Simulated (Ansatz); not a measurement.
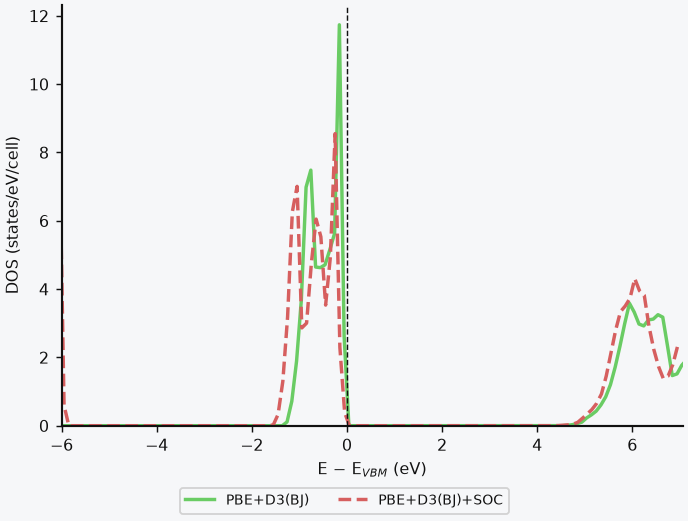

Total densities of states of CsBr, space group Pm-3m, 2 atoms in the cell, by two methods on the same cell. Each is counted from its own valence-band top.

Question: What changes from one method to the other?

Answer: PBE+D3(BJ) gives a gap of 4.48 eV and PBE+D3(BJ)+SOC gives a gap of 4.31 eV.

Settings. PBE+D3(BJ): DFT PBE+D3(BJ), scalar-relativistic, plane waves, PAW, no spin polarisation, 6×6×6 k mesh, 420 eV cutoff, Gaussian smearing of 0.02 eV (Ansatz 0.2.0). PBE+D3(BJ)+SOC: DFT PBE+D3(BJ), spin-orbit coupling, plane waves, PAW, 6×6×6 k mesh, 420 eV cutoff, Gaussian smearing of 0.02 eV (Ansatz 0.2.0).

The structure is an invented one, so it need not be a known or stable phase. The starting guess was a poor one.
